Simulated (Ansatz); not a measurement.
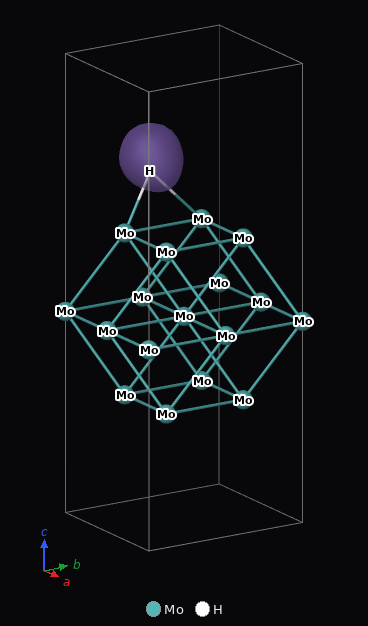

The picture shows: Mo₁₂H (slab). Isosurface of the electron localisation function at 0.8 (purple), seen slightly off an axis. Core shells and regions of very low density are left out. Sticks mark near contacts.

Not relaxed (largest force 1.0 eV/Å); computed without spin polarisation; PAW files of the earlier set (soft_1).

All numbers below come from DFT PBE, scalar-relativistic, plane waves, PAW in Ansatz 0.2.0.

Core electrons are frozen (PAW), and the valence fields are smoothed inside the atomic spheres.

```cif
data_structure
_symmetry_space_group_name_H-M 'P 1'
_symmetry_Int_Tables_number 1
_cell_length_a 5.4741
_cell_length_b 5.4741
_cell_length_c 19.8082
_cell_angle_alpha 90.000
_cell_angle_beta 90.000
_cell_angle_gamma 109.471
_cell_volume 559.62
loop_
_atom_site_label
_atom_site_type_symbol
_atom_site_fract_x
_atom_site_fract_y
_atom_site_fract_z
_atom_site_occupancy
Mo1 Mo 0.25000 0.25000 0.20194 1
Mo2 Mo 0.25000 0.75000 0.20194 1
Mo3 Mo 0.75000 0.25000 0.20194 1
Mo4 Mo 0.75000 0.75000 0.20194 1
Mo5 Mo 0.00000 0.00000 0.31069 1
Mo6 Mo 0.00000 0.50000 0.31069 1
Mo7 Mo 0.50000 0.00000 0.31069 1
Mo8 Mo 0.50000 0.50000 0.31069 1
Mo9 Mo 0.25000 0.25000 0.41943 1
Mo10 Mo 0.25000 0.75000 0.41943 1
Mo11 Mo 0.75000 0.25000 0.41943 1
Mo12 Mo 0.75000 0.75000 0.41943 1
H1 H 0.25000 0.41667 0.49568 1
```

Q: Describe the localisation domains.

A: At this value the surface marks out one region around a hydrogen nucleus, counted in one cell of 13 atoms. Counts are for one cell; the picture repeats the cell along the surface.

Values along the shortest contacts:
Mo–H (1.76 Å): the ELF climbs to about 1 towards the hydrogen. Mo–Mo (2.67 Å): the ELF is about 0.30 at the midpoint: no shared electron pair shows on this line.

Q: Does the calculation give a band gap?

A: It is metallic or semimetallic at this level of theory: no gap opens.
